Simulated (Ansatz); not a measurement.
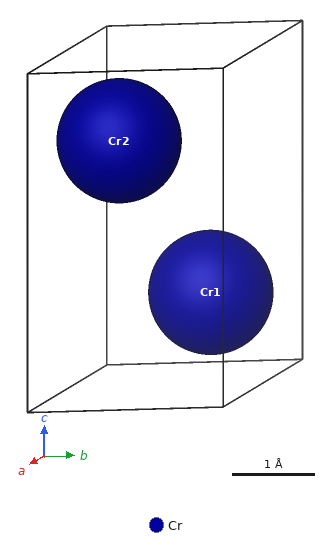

Fig. 1: The structure as given in the input (spheres-only view of the cell of the calculation, seen slightly off an axis; atoms are numbered from 1 in the order of the input). An atom can appear more than once, as a periodic image.

**Geometry relaxation, with input and output: Cr**

The run: geometry relaxation of Cr (P6₃/mmc, 2 atoms in the cell). Method and program: DFT PBEsol, scalar-relativistic, plane waves, PAW, no spin polarisation (Ansatz 0.2.0).

The structure derives from an entry of the Crystallography Open Database. It belongs to a series of runs on one base structure; here: volume × 0.94, shape and atoms relaxed. Figures and captions count atoms from 1; the log counts them from 0 in places.

**The input**
```yaml
crystal:
  lattice:
    - [2.4074407567, 0.0, 0.0]
    - [-1.2037203784, 2.0849048534, 0.0]
    - [0.0, 0.0, 4.3009992696]
  atoms:
    - { symbol: Cr, position: [0.3333333333, 0.6666666667, 0.25] }
    - { symbol: Cr, position: [0.6666666667, 0.3333333333, 0.75] }
basis:
  ecutwfc: 420
kpoints:
  mp_grid: { grid: [18, 18, 10] }
hamiltonian:
  xc: pbesol
scf:
  occupations: { method: gaussian, width: 0.1 }
output:
  forces: true
  stress: true
  eigenvalues: true
relax:
  adjacent_minimum: "off"
  f_tol: 0.01
  max_steps: 30
  cell: { stress_tol: 0.1, fix: [volume] }
```

Command:
```bash
ansatz run input.yaml --threads 1 --pin off --max-ram 2560MiB --backend cpu --events-out ev --progress --plain --runs-dir out
```

**What the program printed**
```
Engine: ansatz 0.2.0, x86_64-unknown-linux-gnu
Pseudopotentials: kind: paw
Pseudopotential: Cr, paw, valence charge 14, recommended cutoff 420 eV (normal), Cr.paw.azcp
Functional definition: PBEsol
  exchange = pbesol_x
  correlation = pbesol_c
Crystal: 2 atoms, lattice volume = 21.588 Å³
Basis set: ecut = 420 eV, 393 PW (Γ), exchange–correlation on 36×36×60 points (8 copies of the dense FFT grid, shifted against one another)
Bands: 18, of which v1, the nominal top of the filled ones, is band 14 counted from 1 (13 counted from 0)
Symmetry: 24 space group operations
Space group: P63/mmc (ITA 194), of the structure as read, at distance tolerance 2.8e-5 Å
k-points: 222 of 3240
Non-local potential: Cr, projectors of the file, l = 0: 3, l = 1: 2, l = 2: 3, l = 3: 1
PAW form: soft (Blöchl's): semilocal exchange-correlation on the pseudo side does not see the compensation charge
PAW frozen core: Cr, regenerated for the run's functional, and the local potential with it (the file was generated under x = pbe(κ = 0.804, μ = 0.2195149727645171), c = pbe(β = 0.06672455060314922))
PAW one-centre angular grid: Cr, 590 points (default); XC on 64 Gauss nodes
Initial density: superposition of atomic densities (neutral atoms: chi_scale 0, normalization atom), corrected by the library's trained network
Initial wavefunctions: pseudopotential atomic-orbital guess
Functional: x = pbesol(κ = 0.804, μ = 0.12345679012345678), c = pbesol(β = 0.046)
SCF iter   1: F=—  HF=-6697.480238 eV  |F-HF|=—  |Δ(HF+E_count)|=         —  Δρ=7.64e-3  dr2=5.22e-3  ethr=1.77e-3  ⟨swp⟩=3.7  Hψ=14281  notcnv=0
preconditioner: auto → none  [metal: Δε(μ)=0.005 eV  Ē_g=3.894 eV  σ=0.100 eV  W_gap=0.03  n_scr=2 (ndim 8)  ℏωp=27.7 eV  f_vac=0.000  D(μ)=2.47/eV (n_scr^D=36)  sad-step TF]
SCF iter   2: F=—  HF=-6697.479102 eV  |F-HF|=—  |Δ(HF+E_count)|=   1.14e-3  Δρ=3.21e-3  dr2=9.30e-4  ethr=1.86e-5  ⟨swp⟩=2.8  Hψ=9067  notcnv=0  defer=19
SCF iter   3: F=—  HF=-6697.479109 eV  |F-HF|=—  |Δ(HF+E_count)|=   7.37e-6  Δρ=1.14e-3  dr2=1.03e-4  ethr=3.32e-6  ⟨swp⟩=1.0  Hψ=3981  notcnv=0  defer=19
SCF iter   4: F=—  HF=-6697.479106 eV  |F-HF|=—  |Δ(HF+E_count)|=   2.97e-6  Δρ=1.14e-4  dr2=9.10e-7  ethr=3.70e-7  ⟨swp⟩=2.7  Hψ=6823  notcnv=0  defer=19
SCF iter   5: F=—  HF=-6697.479080 eV  |F-HF|=—  |Δ(HF+E_count)|=   2.57e-5  Δρ=3.10e-5  dr2=1.01e-7  ethr=3.25e-9  ⟨swp⟩=2.1  Hψ=5852  notcnv=0  defer=19
SCF iter   6: F=-6697.479081 eV  HF=-6697.479081 eV  |F-HF|=1.78e-9  |Δ(HF+E_count)|=   3.68e-8  Δρ=4.99e-6  dr2=2.93e-9  ethr=3.57e-10  ⟨swp⟩=4.6  Hψ=14891  notcnv=0
SCF 1 converged in 6 iterations: F = -6697.479081 eV  dr2 = 2.93e-9
  greatest PAW one-centre occupation: 1.000 electrons in one spin orbital (limit 2), on the Cr atom at site 1 (counted from 0), in its partial waves of l = 0
relax step   1: F+E_penalty+E_count = -6697.47908053 eV  Δ(F+E_penalty+E_count) = +0.000e0 eV  max|allowed force component| = 4.626e-18 eV/Å  Δτ_max = 0.0000 Å  P = +18.134 GPa  Ω = 21.588 Å³  fix = [volume]  reactions: volume +18.134 GPa  (6 SCF iters, dr2 threshold 1.00e-7 eV, accepted)
Initial density: handed on by an earlier stage of this run
Initial wavefunctions: those handed on with the density
iter 1 solved again at ethr=2.31e-8 eV; its pass at ethr=3.10e-3 eV (dr2=6.46e-6 eV) is discarded
SCF iter   1: F=—  HF=-6697.479193 eV  |F-HF|=—  |Δ(HF+E_count)|=         —  Δρ=2.61e-4  dr2=7.93e-6  ethr=2.31e-8  ⟨swp⟩=2.5  Hψ=19716  notcnv=0
preconditioner: auto → none  [metal: Δε(μ)=0.013 eV  Ē_g=3.876 eV  σ=0.100 eV  W_gap=0.07  n_scr=2 (ndim 8)  ℏωp=27.7 eV  f_vac=0.000  D(μ)=2.50/eV (n_scr^D=36)]
SCF iter   2: F=—  HF=-6697.479165 eV  |F-HF|=—  |Δ(HF+E_count)|=   2.76e-5  Δρ=9.29e-5  dr2=6.18e-7  ethr=2.31e-8  ⟨swp⟩=2.3  Hψ=5332  notcnv=0
iter 3 did not close the SCF: its close was put off for the readings that it lacked (scf_convergence_deferred on its scf_iter line)
SCF iter   3: F=-6697.479165 eV  HF=-6697.479165 eV  |F-HF|=1.36e-8  |Δ(HF+E_count)|=   8.22e-8  Δρ=2.37e-5  dr2=4.11e-8  ethr=2.21e-9  ⟨swp⟩=2.3  Hψ=5096  notcnv=0
iter 4 did not close the SCF: its close was put off for the readings that it lacked (scf_convergence_deferred on its scf_iter line)
SCF iter   4: F=-6697.479165 eV  HF=-6697.479165 eV  |F-HF|=9.49e-9  |Δ(HF+E_count)|=  6.96e-10  Δρ=8.49e-6  dr2=9.60e-9  ethr=1.47e-10  ⟨swp⟩=2.2  Hψ=6819  notcnv=0
iter 5 did not close the SCF: its close was put off for the readings that it lacked (scf_convergence_deferred on its scf_iter line)
SCF iter   5: F=-6697.479165 eV  HF=-6697.479165 eV  |F-HF|=3.55e-11  |Δ(HF+E_count)|=   2.91e-9  Δρ=6.79e-7  dr2=2.97e-11  ethr=3.43e-11  ⟨swp⟩=3.0  Hψ=7430  notcnv=0
SCF iter   6: F=-6697.479165 eV  HF=-6697.479165 eV  |F-HF|=1.82e-12  |Δ(HF+E_count)|=  4.46e-11  Δρ=2.01e-7  dr2=4.56e-12  ethr=1.00e-12  ⟨swp⟩=1.0  Hψ=8880  notcnv=0
SCF 2 converged in 6 iterations: F = -6697.479165 eV  dr2 = 4.56e-12
relax step   2: F+E_penalty+E_count = -6697.47916519 eV  Δ(F+E_penalty+E_count) = -8.465e-5 eV  max|allowed force component| = 2.544e-17 eV/Å  Δτ_max = 0.0000 Å  P = +18.107 GPa  Ω = 21.588 Å³  energy of the carried Pulay correction = +1.211e-6 eV  fix = [volume]  reactions: volume +18.107 GPa  (6 SCF iters, dr2 threshold 2.00e-7 eV, accepted)
iter 1 solved again at ethr=1.85e-8 eV; its pass at ethr=3.10e-3 eV (dr2=5.18e-6 eV) is discarded
SCF iter   1: F=—  HF=-6697.479217 eV  |F-HF|=—  |Δ(HF+E_count)|=         —  Δρ=2.33e-4  dr2=6.34e-6  ethr=1.85e-8  ⟨swp⟩=2.5  Hψ=19674  notcnv=0
preconditioner: auto → none  [metal: Δε(μ)=0.004 eV  Ē_g=3.876 eV  σ=0.100 eV  W_gap=0.02  n_scr=2 (ndim 8)  ℏωp=27.7 eV  f_vac=0.000  D(μ)=2.52/eV (n_scr^D=36)]
SCF iter   2: F=—  HF=-6697.479190 eV  |F-HF|=—  |Δ(HF+E_count)|=   2.68e-5  Δρ=8.26e-5  dr2=4.88e-7  ethr=1.85e-8  ⟨swp⟩=2.3  Hψ=5312  notcnv=0
iter 3 did not close the SCF: its close was put off for the readings that it lacked (scf_convergence_deferred on its scf_iter line)
SCF iter   3: F=-6697.479190 eV  HF=-6697.479190 eV  |F-HF|=1.06e-8  |Δ(HF+E_count)|=   6.67e-8  Δρ=2.12e-5  dr2=3.26e-8  ethr=1.74e-9  ⟨swp⟩=2.3  Hψ=5090  notcnv=0
iter 4 did not close the SCF: its close was put off for the readings that it lacked (scf_convergence_deferred on its scf_iter line)
SCF iter   4: F=-6697.479190 eV  HF=-6697.479190 eV  |F-HF|=7.71e-9  |Δ(HF+E_count)|=  6.30e-10  Δρ=7.57e-6  dr2=7.70e-9  ethr=1.17e-10  ⟨swp⟩=2.3  Hψ=6827  notcnv=0
iter 5 did not close the SCF: its close was put off for the readings that it lacked (scf_convergence_deferred on its scf_iter line)
SCF iter   5: F=-6697.479190 eV  HF=-6697.479190 eV  |F-HF|=2.46e-11  |Δ(HF+E_count)|=   2.37e-9  Δρ=5.97e-7  dr2=2.28e-11  ethr=2.75e-11  ⟨swp⟩=3.0  Hψ=7447  notcnv=0
SCF iter   6: F=-6697.479190 eV  HF=-6697.479190 eV  |F-HF|=1.82e-12  |Δ(HF+E_count)|=  3.55e-11  Δρ=1.79e-7  dr2=3.68e-12  ethr=1.00e-12  ⟨swp⟩=1.0  Hψ=8880  notcnv=0
SCF 3 converged in 6 iterations: F = -6697.479190 eV  dr2 = 3.68e-12
relax step   3: F+E_penalty+E_count = -6697.47918995 eV  Δ(F+E_penalty+E_count) = -2.476e-5 eV  max|allowed force component| = 9.252e-18 eV/Å  Δτ_max = 0.0000 Å  P = +18.085 GPa  Ω = 21.588 Å³  energy of the carried Pulay correction = +2.279e-6 eV  fix = [volume]  reactions: volume +18.085 GPa  (6 SCF iters, dr2 threshold 2.00e-7 eV, accepted)
Initial wavefunctions: pseudopotential atomic-orbital guess (no wavefunctions were taken with the density)
iter 1 solved again at ethr=3.12e-10 eV; its pass at ethr=3.10e-3 eV (dr2=8.74e-8 eV) is discarded
SCF iter   1: F=—  HF=-6697.479210 eV  |F-HF|=—  |Δ(HF+E_count)|=         —  Δρ=1.97e-6  dr2=1.06e-10  ethr=3.12e-10  ⟨swp⟩=3.1  Hψ=26569  notcnv=0
iter 2 did not close the SCF: its close was put off for the readings that it lacked (scf_convergence_deferred on its scf_iter line)
SCF iter   2: F=-6697.479186 eV  HF=-6697.479186 eV  |F-HF|=4.73e-11  |Δ(HF+E_count)|=   2.47e-5  Δρ=1.23e-6  dr2=5.52e-11  ethr=1.00e-12  ⟨swp⟩=2.0  Hψ=7151  notcnv=0
iter 3 did not close the SCF: its close was put off for the readings that it lacked (scf_convergence_deferred on its scf_iter line)
SCF iter   3: F=-6697.479186 eV  HF=-6697.479186 eV  |F-HF|=1.09e-11  |Δ(HF+E_count)|=  5.82e-11  Δρ=3.83e-7  dr2=1.62e-11  ethr=1.00e-12  ⟨swp⟩=1.0  Hψ=3998  notcnv=0
iter 4 did not close the SCF: its close was put off for the readings that it lacked (scf_convergence_deferred on its scf_iter line)
SCF iter   4: F=-6697.479186 eV  HF=-6697.479186 eV  |F-HF|=3.64e-12  |Δ(HF+E_count)|=  3.64e-12  Δρ=1.26e-7  dr2=1.13e-12  ethr=1.00e-12  ⟨swp⟩=1.0  Hψ=3996  notcnv=0
iter 5 did not close the SCF: its close was put off for the readings that it lacked (scf_convergence_deferred on its scf_iter line)
SCF iter   5: F=-6697.479186 eV  HF=-6697.479186 eV  |F-HF|=0.00e0  |Δ(HF+E_count)|=  3.64e-12  Δρ=5.86e-8  dr2=2.39e-13  ethr=1.00e-12  ⟨swp⟩=1.0  Hψ=3996  notcnv=0
SCF iter   6: F=-6697.479186 eV  HF=-6697.479186 eV  |F-HF|=9.09e-13  |Δ(HF+E_count)|=    0.00e0  Δρ=2.86e-8  dr2=5.15e-14  ethr=1.00e-12  ⟨swp⟩=1.0  Hψ=8890  notcnv=0
SCF 4 converged in 6 iterations: F = -6697.479186 eV  dr2 = 5.15e-14
relax step   4: F+E_penalty+E_count = -6697.47918553 eV  Δ(F+E_penalty+E_count) = +4.421e-6 eV  max|allowed force component| = 2.313e-18 eV/Å  Δτ_max = 0.0000 Å  P = +18.084 GPa  Ω = 21.588 Å³  fix = [volume]  reactions: volume +18.084 GPa  stress off target by 5.15e-3 GPa on what of the cell is left free  SCF on the basis re-selected at this cell (its energy is not comparable with the rows above)  (6 SCF iters)
```

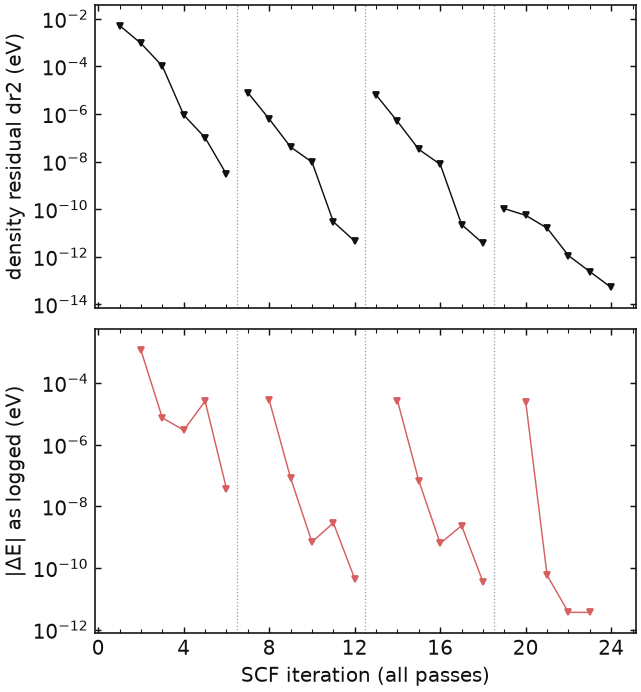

Fig. 2: Convergence of the self-consistent field: density residual dr2 and size of the energy change against the SCF iteration. The dotted lines part the SCF passes of the relaxation: geometry steps, rejected trials and re-solves on a re-selected basis. The passes take 6, 6, 6 and 6 iterations.

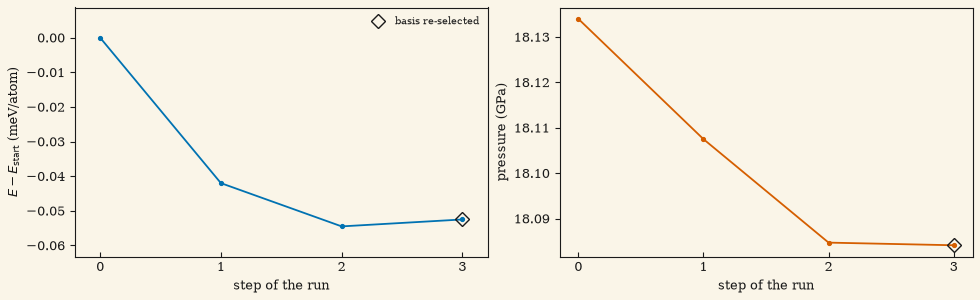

Fig. 3: Progress of the relaxation, step by step (the first geometry is step 0 here and step 1 in the log). After 2 geometry steps the energy has fallen by 0.1 meV per atom. All forces vanish by symmetry, so only the cell relaxes. The pressure goes from 18.13 to 18.08 GPa. The atoms keep their places relative to the cell (all moves are under 0.005 Å). The space group stays P6_3/mmc (No. 194). A last SCF at the same geometry on a re-selected plane-wave basis shifts the energy by +0.0 meV per atom. (Atoms are counted from 1 in the order of the input.)

```
basis re-selected at this cell: Δ(F+E_penalty+E_count) = +4.421e-6 eV, ΔP = -0.001 GPa vs the last step (what re-selecting the basis moved, of the pressure what is left beyond the Pulay correction that the steps carried, after the strain that the cell walked since its last selection, with what the two solves' SCF thresholds leave and, on support functions, any second-order correction that the steps lacked; it is no measure of the basis error at this ecutwfc). This SCF's stress stands 5.15e-3 GPa from its target on what of the cell is left free (relax.cell.stress_tol is 1.00e-1 GPa) and its largest allowed force component is 2.31e-18 eV/Å (relax.f_tol is 1.00e-2 eV/Å): within both
SCF converged after 6 iterations
Free energy (F): -6697.479186 eV
Harris-Foulkes:  -6697.479186 eV  (|F-HF|=9.09e-13)
Internal energy: -6697.466595 eV  (E = F + TS)
E sigma→0 (E₀):  -6697.472890 eV
Entropy (-TS):   -0.012591 eV (-6.295 meV/atom)
Fermi energy:    20.682679 eV
--- Per-component energies (eV) ---
  E_band       = -244.115968
  E_kinetic    = 692.970658
  E_local      = -2246.834884  (includes V_loc(G=0)·N_el)
  E_nonlocal   = 163.080108
  E_hartree    = 993.399486
  E_xc         = -279.934857
  E_vxc        = -358.799601  (∫ρ·V_xc dr)
  E_paw        = -2336.307344  (= ΣΔE_a)
  E_vpaw       = -481.331944  (= ΣTr[D̂ρ^β])
  E_aug_tail   = 0.000728  (compensation charges beyond the density's cutoff)
  E_ewald      = -3684.160488
  E_core_change = 0.319999  (= ΣΔE_core)
  E_smearing   = -0.012591  (= −TS)
  E_closure    = 0.000000  (closes the sum)
  Σ components = -6697.479186   (vs F -6697.479186, Δ=0.00e0)
--- Forces (eV/Å), atoms counted from 1 ---
  atom   1  Cr    -0.00000000    -0.00000000     0.00000000
  atom   2  Cr     0.00000000     0.00000000     0.00000000
  max |Σ_I F_I| component: 2.31e-18 eV/Å
--- Stress (GPa, compression-positive) ---
       18.086700       0.000000       0.000000
        0.000000      18.086700       0.000000
        0.000000       0.000000      18.078979
  P = ⅓ Tr σ = 18.0841 GPa (180.841 kbar)
--- Band table (eV; the first three rows and the last of 222) ---
  k-point 0: bands = ["-50.6427", "-50.4581", "-22.5129", "-21.5626", "-21.3971", "-21.3971", "-21.3079", "-21.3079", "12.7468", "16.2367", "19.3190", "20.2419", "20.2419", "20.5803", "20.6367", "20.6367", "21.8657", "21.8657"]
  k-point 1: bands = ["-50.6383", "-50.4627", "-22.4904", "-21.5867", "-21.3949", "-21.3949", "-21.3101", "-21.3101", "12.8454", "16.2140", "19.2855", "20.2308", "20.2308", "20.3670", "20.6112", "20.6112", "21.9213", "21.9213"]
  k-point 2: bands = ["-50.6253", "-50.4759", "-22.4251", "-21.6565", "-21.3886", "-21.3886", "-21.3164", "-21.3164", "13.1347", "16.1202", "19.1927", "19.8589", "20.2088", "20.2088", "20.5421", "20.5421", "22.0718", "22.0718"]
  k-point 221: bands = ["-50.2837", "-50.2837", "-22.2768", "-22.2768", "-22.1423", "-22.1423", "-21.6980", "-21.6980", "18.0680", "18.0680", "18.1416", "18.1416", "19.4492", "19.4492", "21.0606", "21.0606", "23.2566", "23.2566"]
--- Relaxed structure (3 steps of the walk, 3 accepted, 1 SCFs on fresh bases) ---
  F+E_penalty+E_count = -6697.47918553 eV   max|allowed force component| = 2.313e-18 eV/Å   (the final SCF, on the basis selected at the relaxed cell)
  cell:  # Å, volume = 21.5879 Å³
    - [2.409409606673991, 2.8891150310534696e-11, 0.0]
    - [-1.204704803362016, 2.086609927487503, 0.0]
    - [0.0, 0.0, 4.293973015140612]
  atoms:
    - { symbol: Cr, position: [0.33333333333333326, 0.6666666666666664, 0.24999999999999994] }
    - { symbol: Cr, position: [0.6666666666666666, 0.3333333333333333, 0.7499999999999998] }
```

**Trajectory as extended XYZ (Å, eV, eV/Å), 4 frames, from step=1 to step=4**
```
2
Lattice="2.4074 0.0000 0.0000 -1.2037 2.0849 0.0000 0.0000 0.0000 4.3010" Properties=species:S:1:pos:R:3:forces:R:3 step=1 energy=-6697.47908 pressure_GPa=18.13
Cr    0.0000    1.3899    1.0753    0.0000   0.0000   0.0000
Cr    1.2037    0.6950    3.2257    0.0000   0.0000   0.0000
2
Lattice="2.4085 0.0000 0.0000 -1.2042 2.0858 0.0000 0.0000 0.0000 4.2973" Properties=species:S:1:pos:R:3:forces:R:3 step=2 energy=-6697.47916 pressure_GPa=18.11
Cr    0.0000    1.3905    1.0743    0.0000   0.0000   0.0000
Cr    1.2042    0.6953    3.2230    0.0000   0.0000   0.0000
2
Lattice="2.4094 0.0000 0.0000 -1.2047 2.0866 0.0000 0.0000 0.0000 4.2940" Properties=species:S:1:pos:R:3:forces:R:3 step=3 energy=-6697.47919 pressure_GPa=18.08
Cr    0.0000    1.3911    1.0735    0.0000   0.0000   0.0000
Cr    1.2047    0.6955    3.2205    0.0000   0.0000   0.0000
2
Lattice="2.4094 0.0000 0.0000 -1.2047 2.0866 0.0000 0.0000 0.0000 4.2940" Properties=species:S:1:pos:R:3:forces:R:3 step=4 energy=-6697.47919 pressure_GPa=18.08
Cr    0.0000    1.3911    1.0735    0.0000   0.0000   0.0000
Cr    1.2047    0.6955    3.2205    0.0000   0.0000   0.0000
```

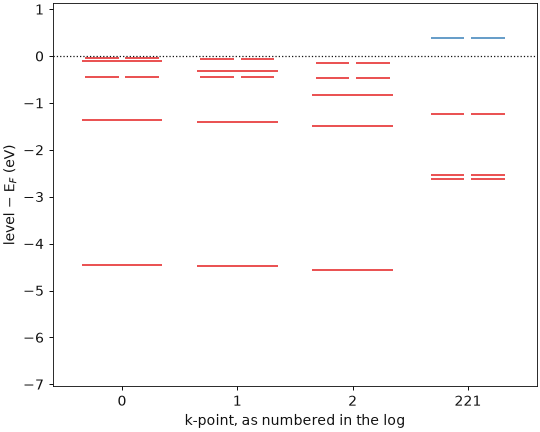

Fig. 4: Kohn–Sham levels near the Fermi level (dotted) at the few k-points that the log prints; levels within 0.02 eV of each other stand side by side. The system is metallic on the full mesh.

**Results in brief**

```csv
quantity,value
outcome,converged
space group (tolerance 0.01 Å),P6₃/mmc (194)
electrons treated,28
free energy,−6697.4792 eV
Fermi energy,20.683 eV
gap on the k-point mesh,none (metallic)
pressure,18.08 GPa
final volume,21.59 Å³
largest force (length of the vector) at the end,under 0.001 eV/Å
final cell,"a = 2.409 Å, b = 2.409 Å, c = 4.294 Å, α = 90.00°, β = 90.00°, γ = 120.00°"
hardware,"1 thread of Intel Xeon @ 2.50GHz (Skylake/Cascade Lake), 16 GiB of memory available, shared host"
wall time,20 s
peak memory,0.42 GiB
```

The run has no spin polarisation, so a magnetic state may lie lower. The cell is under a pressure of 18.1 GPa at this level, so it is not at its equilibrium volume.
